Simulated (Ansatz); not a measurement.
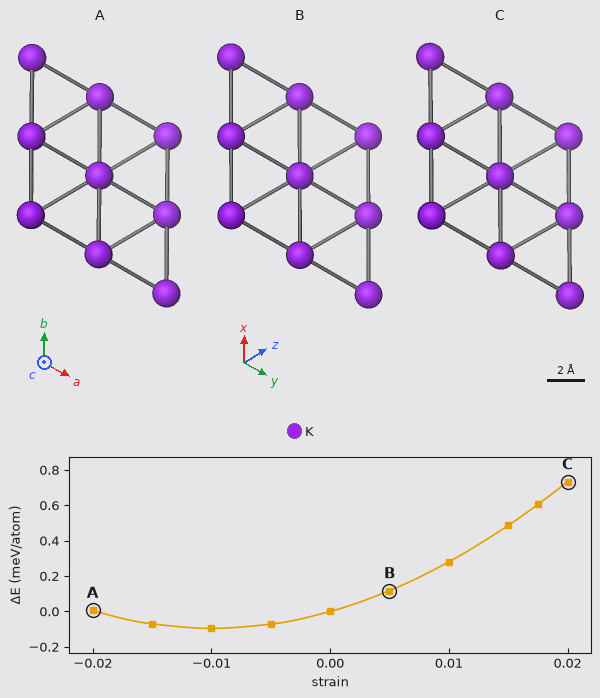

Energy scan for a crystal of K (Im-3m), in which the cell is strained along y alone, with the atoms kept at their fractional coordinates. x, y and z are the Cartesian axes of the input. The lettered frames are marked on the plot. Style: ball-and-stick. Shown: the cell of the calculation, repeated 2 × 2 × 1 with one cell outlined, along the c axis.

These are results of DFT PBEsol, scalar-relativistic, plane waves, PAW (Ansatz), not measurements. Settings: plane-wave cutoff 420 eV; k-point mesh 14 × 14 × 14; occupations gaussian; smearing width 0.15 eV; no spin polarisation. Energies (free energies at the smearing named) are counted from the cell as listed in its source, which wasn't relaxed.

**Describe the profile.**

The lowest computed point lies at the strain −0.01 (−0.10 meV/atom). The curvature at zero strain, (1/V) d²E/dε², is about 4.1 GPa; it is C₂₂ with clamped ions. The distortion takes the space group from Im-3m to I4/mmm. At the strain −0.02 the cell of the drawing goes a 4.535 → 4.504 Å, b 4.535 → 4.504 Å, c 4.535 → 4.504 Å, α 109.5° → 108.9°, β 109.5° → 110.6°, γ 109.5° → 108.9°.

The computed points:

```tsv
strain	ΔE (meV/atom)
−0.0200	0.01
−0.0150	−0.07
−0.0100	−0.10
−0.0050	−0.07
0.0000	0.00
0.0050	0.12
0.0100	0.28
0.0150	0.49
0.0175	0.60
0.0200	0.73
```
